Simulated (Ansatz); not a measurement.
**Band-structure calculation, with input and output: MoS2 (part 2 of 2)**

Continued. System: MoS2 (P6₃/mmc, 6 atoms in the cell). Method: DFT, HSE06, plane waves, PAW, no spin polarisation (Ansatz 0.2.0); cutoff 420 eV, 6×6×2 k-mesh, fixed occupations. The structure was built on a prototype by a generator. The geometry comes from this level: r2scan-rvv10 (a point of a series of strains). It belongs to a series of runs on one base structure; here: hydrostatic strain -4.0%.

Geometry of the input (Å; fractional positions):
```
3.0461  0.0000  0.0000
-1.5230  2.6380  0.0000
0.0000  0.0000  11.9385
Mo 0.3333  0.6667  0.2500
Mo 0.6667  0.3333  0.7500
S  0.6667  0.3333  0.3831
S  0.6667  0.3333  0.1169
S  0.3333  0.6667  0.8831
S  0.3333  0.6667  0.6169
```

### File bands.tsv
```
# k_distance	band_0	band_1	band_2	band_3	band_4	band_5	band_6	band_7	band_8	band_9	band_10	band_11	band_12	band_13	band_14	band_15	band_16	band_17	band_18	band_19	band_20	band_21	band_22	band_23	band_24	band_25	band_26	band_27	band_28	band_29	band_30
# fermi_ev = 12.320000
# lock_threshold_ev = 1e-6
# [0, 0, 0] at k_distance = 0.000000
# [0.5, 0, 0] at k_distance = 1.190900
# [0.3333333333, 0.3333333333, 0] at k_distance = 1.878466
# [0, 0, 0.5] at k_distance = 3.278551
# [0.5, 0, 0.5] at k_distance = 4.469450
# [0.3333333333, 0.3333333333, 0.5] at k_distance = 5.157017
# [0.179688, 0.182292, 0] at k_distance = 5.838368
# levels_relative_to = fermi_ev
# free_energy_ev = -13531.227509
# largest_residual_norms_ev = 3.045e-5 3.881e-5 1.217e-4 1.226e-4 1.099e-4 1.033e-4 1.036e-4 1.057e-4 3.065e-4 4.249e-4 7.404e-4 5.932e-4 3.235e-4 4.955e-4 6.036e-4 1.166e-3 1.171e-3 8.771e-4 7.259e-4 9.898e-4 1.369e-3 1.285e-3 1.288e-3 1.825e-3 1.011e-3 1.596e-3 1.520e-3 1.523e-3 1.594e-3 2.359e-3 1.926e-3
0.000000	-65.337658	-65.337651	-38.182786	-38.182447	-37.733218	-37.733218	-37.733196	-37.733196	-17.126999	-16.618642	-15.833702	-15.024617	-8.288094	-6.727414	-4.609231	-3.482115	-3.482115	-3.458890	-3.458890	-2.057824	-2.057824	-1.971944	-1.971944	-1.792720	-1.305950	0.000000	3.216830	3.216830	3.243377	3.243377	3.271984
1.190900	-65.260300	-65.260283	-38.408143	-38.407950	-38.040612	-38.040220	-37.887845	-37.887714	-14.409765	-14.390110	-14.238995	-14.170350	-7.999204	-7.479848	-6.927179	-6.514561	-6.135589	-5.130155	-4.278442	-4.135020	-3.467410	-3.082182	-1.666145	-1.652712	-1.536578	-1.297857	2.820308	2.889384	2.983883	3.536533	3.827897
1.878466	-65.250623	-65.250623	-38.228139	-38.228139	-38.177581	-38.177487	-38.023106	-38.023106	-14.069859	-14.069859	-13.881015	-13.881015	-7.382443	-7.103331	-6.472689	-6.472689	-5.822524	-5.380377	-4.735141	-4.735141	-4.723134	-4.723134	-3.166264	-3.166264	-0.783857	-0.476083	2.137956	2.137956	2.164937	3.772364	3.893712
3.278551	-65.337654	-65.337654	-38.182615	-38.182615	-37.733209	-37.733209	-37.733209	-37.733209	-16.934631	-16.934631	-15.374545	-15.374545	-7.658654	-7.658654	-3.470772	-3.470772	-3.470772	-3.470772	-3.334510	-3.334510	-2.014975	-2.014975	-2.014975	-2.014975	-0.360769	-0.360769	3.206129	3.206129	3.206129	3.206129	3.442278
4.469450	-65.260291	-65.260291	-38.408035	-38.408035	-38.040395	-38.040395	-37.887773	-37.887773	-14.402819	-14.402819	-14.201852	-14.201852	-7.766910	-7.766910	-6.819063	-6.819063	-5.499534	-5.499534	-4.210247	-4.210247	-3.304154	-3.304154	-1.581857	-1.581857	-1.482416	-1.482416	2.848564	2.848564	3.278418	3.278418	4.282801
5.157017	-65.250623	-65.250623	-38.228139	-38.228139	-38.177535	-38.177535	-38.023110	-38.023110	-14.070198	-14.070198	-13.880654	-13.880654	-7.260026	-7.260026	-6.428315	-6.428315	-5.585422	-5.585422	-5.249579	-5.249579	-3.906562	-3.906562	-3.535005	-3.535005	-0.654519	-0.654519	2.148241	2.148241	2.879261	2.879262	3.979800
5.838368	-65.283525	-65.283508	-38.169889	-38.169861	-38.083721	-38.083292	-37.887251	-37.887174	-15.463318	-15.027122	-14.958924	-14.453032	-7.049322	-6.309077	-5.787398	-5.242068	-5.171463	-5.023110	-4.774997	-4.138257	-3.047991	-2.989532	-2.091804	-2.062228	-1.654985	-1.543511	1.226886	2.528627	2.796583	2.812470	3.231609
```

### File v_z.tsv
```
# z_ang	v_es[eV]	v_tot[eV]
# format = ansatz-planar-average/11
# xc	hse06
# density_cutoff_ev	1680
# datasets	Mo=:simpson_from_first_knot:soft:fock:shift=0	S=:simpson_from_first_knot:soft:fock:shift=0
# lattice	3.046099132	0.000000000	0.000000000
# lattice	-1.523049566	2.637999231	0.000000000
# lattice	0.000000000	0.000000000	11.938460121
# sites	6
# site	42	-0.000000000	1.758666154	2.984615030
# site	42	1.523049566	0.879333077	8.953845091
# site	16	1.523049566	0.879333077	4.573906084
# site	16	1.523049566	0.879333077	1.395323977
# site	16	-0.000000000	1.758666154	10.543136144
# site	16	-0.000000000	1.758666154	7.364554037
0.000000	1.661588e1	1.102193e1
0.149231	1.646124e1	1.070921e1
0.298462	1.595467e1	9.775900e0
0.447692	1.499172e1	8.243018e0
0.596923	1.326105e1	5.830566e0
0.746154	1.060852e1	2.443865e0
0.895385	7.683227e0	-1.162721e0
1.044615	5.414003e0	-4.094953e0
1.193846	4.092275e0	-6.027739e0
1.343077	3.452096e0	-7.089952e0
1.492308	3.242838e0	-7.459436e0
1.641538	3.395738e0	-7.225864e0
1.790769	4.017363e0	-6.398753e0
1.940000	5.039238e0	-5.231958e0
2.089231	5.554696e0	-4.712970e0
2.238461	4.400138e0	-6.021227e0
2.387692	1.524507e0	-9.216346e0
2.536923	-2.041165e0	-1.319565e1
2.686154	-5.278734e0	-1.681962e1
2.835384	-7.503192e0	-1.930802e1
2.984615	-8.290552e0	-2.019034e1
3.133846	-7.503192e0	-1.930802e1
3.283077	-5.278734e0	-1.681962e1
3.432307	-2.041165e0	-1.319565e1
3.581538	1.524507e0	-9.216346e0
3.730769	4.400138e0	-6.021227e0
3.880000	5.554696e0	-4.712970e0
4.029230	5.039238e0	-5.231958e0
4.178461	4.017363e0	-6.398753e0
4.327692	3.395738e0	-7.225864e0
4.476923	3.242838e0	-7.459436e0
4.626153	3.452096e0	-7.089952e0
4.775384	4.092275e0	-6.027739e0
4.924615	5.414003e0	-4.094953e0
5.073846	7.683227e0	-1.162721e0
5.223076	1.060852e1	2.443865e0
5.372307	1.326105e1	5.830566e0
5.521538	1.499172e1	8.243018e0
5.670769	1.595467e1	9.775900e0
5.819999	1.646124e1	1.070921e1
5.969230	1.661588e1	1.102193e1
6.118461	1.646124e1	1.070921e1
6.267692	1.595467e1	9.775900e0
6.416922	1.499172e1	8.243018e0
6.566153	1.326105e1	5.830566e0
6.715384	1.060852e1	2.443865e0
6.864615	7.683227e0	-1.162721e0
7.013845	5.414003e0	-4.094953e0
7.163076	4.092275e0	-6.027739e0
7.312307	3.452096e0	-7.089952e0
7.461538	3.242838e0	-7.459436e0
7.610768	3.395738e0	-7.225864e0
7.759999	4.017363e0	-6.398753e0
7.909230	5.039238e0	-5.231958e0
8.058461	5.554696e0	-4.712970e0
8.207691	4.400138e0	-6.021227e0
8.356922	1.524507e0	-9.216346e0
8.506153	-2.041165e0	-1.319565e1
8.655384	-5.278734e0	-1.681962e1
8.804614	-7.503192e0	-1.930802e1
8.953845	-8.290552e0	-2.019034e1
9.103076	-7.503192e0	-1.930802e1
9.252307	-5.278734e0	-1.681962e1
9.401537	-2.041165e0	-1.319565e1
9.550768	1.524507e0	-9.216346e0
9.699999	4.400138e0	-6.021227e0
9.849230	5.554696e0	-4.712970e0
9.998460	5.039238e0	-5.231958e0
10.147691	4.017363e0	-6.398753e0
10.296922	3.395738e0	-7.225864e0
10.446153	3.242838e0	-7.459436e0
10.595383	3.452096e0	-7.089952e0
10.744614	4.092275e0	-6.027739e0
10.893845	5.414003e0	-4.094953e0
11.043076	7.683227e0	-1.162721e0
11.192306	1.060852e1	2.443865e0
11.341537	1.326105e1	5.830566e0
11.490768	1.499172e1	8.243018e0
11.639999	1.595467e1	9.775900e0
11.789229	1.646124e1	1.070921e1
```

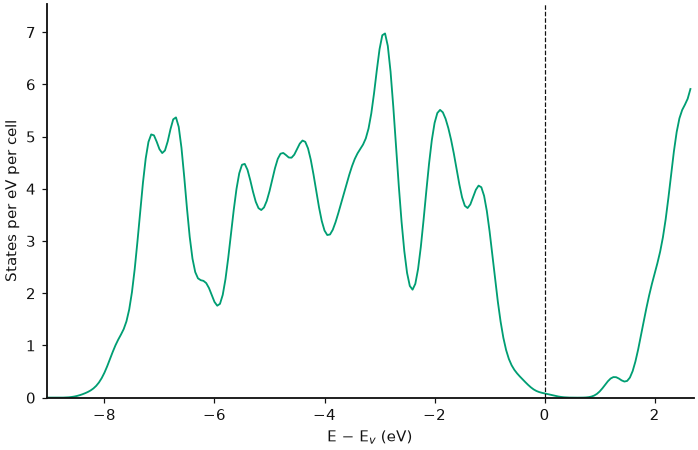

**Figure 1.** Density of states (the curve is built from the levels of the k mesh with Gaussians 0.4 eV wide, which also blur the band edges), with energies from the valence-band top. There is a gap of 1.26 eV on the k-point mesh. Small ripples come from the finite k-point mesh.

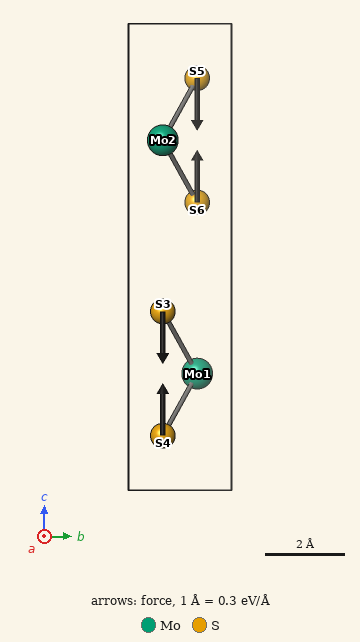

**Figure 2.** Forces on the atoms as black arrows (ball-and-stick view of the cell of the calculation, along the a axis; atoms are numbered from 1 in the order of the input). The largest act on all 4 S atoms (0.40 eV/Å). The geometry is not a stationary point of this energy.

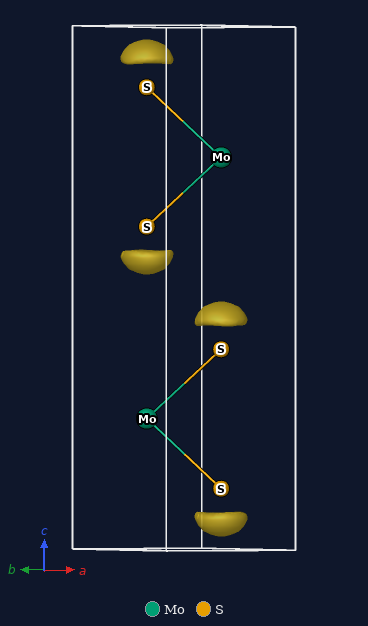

**Figure 3.** Isosurface of the ELF at 0.9 (yellow), seen at an oblique angle. Only the valence region is drawn (cores and ρ < 0.01 e/Å³ removed). Sticks mark near contacts. The outline is the cell set on symmetry axes. Values along the shortest contacts: Mo–S (2.37 Å): the ELF is about 0.45 at the midpoint. Core electrons are frozen (PAW), so the fields are smoothed inside the atomic spheres.

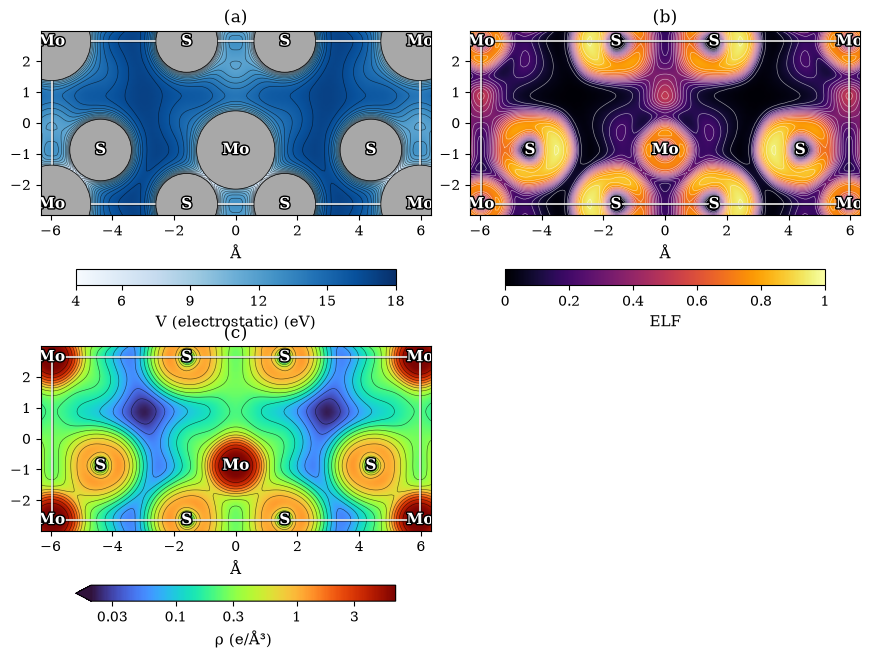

**Figure 4.** (a) electrostatic potential (local pseudopotential plus Hartree) felt by an electron; (b) electron localisation function; (c) valence charge density (pseudo) on the (110) plane of the conventional cell. Grey discs, where drawn, cover atomic cores. Atoms in the plane: Mo and S. Mo–S (2.37 Å): ρ is about 0.66 e/Å³ halfway; the ELF is about 0.45 at the midpoint. Away from the nuclei the density in this plane falls to 0.02 e/Å³ at its lowest. The strong features right at Mo lie inside the PAW spheres (semicore, d or f shells) and say nothing about bonding. Outside the cores the potential energy rises away from the atoms and is highest about 2.2 Å from the nearest atoms; outside the discs it spans about 12 eV, and its zero is arbitrary.

### Summary

```json
{"quantity": "outcome", "value": "converged"}
{"quantity": "space group (tolerance 0.01 Å)", "value": "P6₃/mmc (194)"}
{"quantity": "electrons treated", "value": "52"}
{"quantity": "free energy", "value": "−13531.2275 eV"}
{"quantity": "Fermi energy", "value": "12.320 eV"}
{"quantity": "gap on the k-point mesh", "value": "1.26 eV"}
{"quantity": "pressure", "value": "8.83 GPa"}
{"quantity": "largest force (length of the vector)", "value": "0.404 eV/Å"}
{"quantity": "hardware", "value": "1 × NVIDIA H100 80GB HBM3, 2 threads of AMD EPYC (Zen 3), 144 GiB of memory available, shared host"}
{"quantity": "wall time", "value": "26 s (CPU time 40 s)"}
{"quantity": "peak memory", "value": "2.5 GiB"}
```

### Remarks

Warnings of the run: the exchange loop's threshold is looser than advised for the stress; the SCF threshold is looser than advised for the printed stress.
